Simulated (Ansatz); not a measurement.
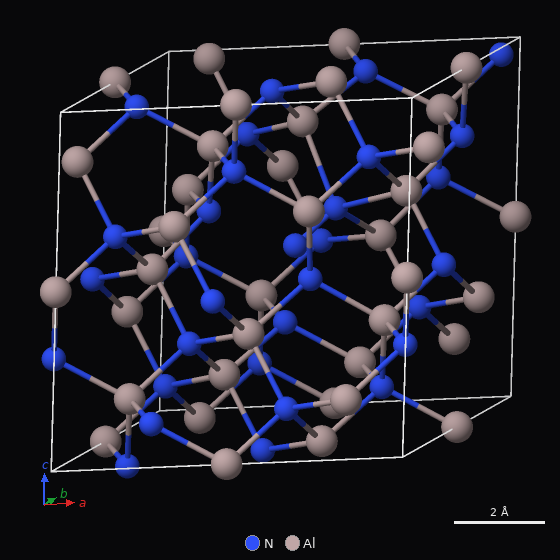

An orthographic ball-and-stick view of the structure, slightly off an axis. One supercell is framed, with atoms on its boundary repeated. The host is AlN, in a cell of 48 sites, and the cell carries a charge of +1.

Q: Which defect is modelled here, and what are its neighbours?

A: Nitrogen on an aluminium site (an antisite). It is bonded to one N at about 1.3 Å.

Results below were computed with DFT PBE, scalar-relativistic, plane waves, PAW in Ansatz; the settings were a cutoff energy of 420 eV, a 2×2×2 sampling of the Brillouin zone, Gaussian smearing of 0.01 eV, collinear spins.

Q: Does the defective cell carry a moment?

A: Yes, 1.0 μB in the cell.

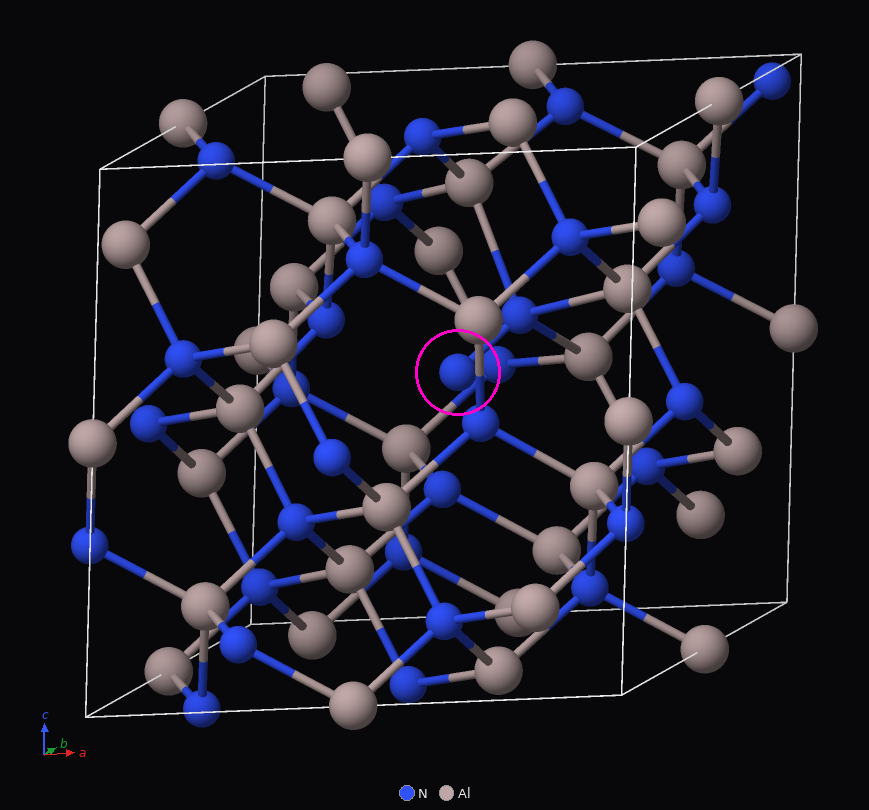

The same cell with a ring at the defect's site.

The atoms were relaxed in the host's cell with DFT PBE, scalar-relativistic, plane waves, PAW (Ansatz).
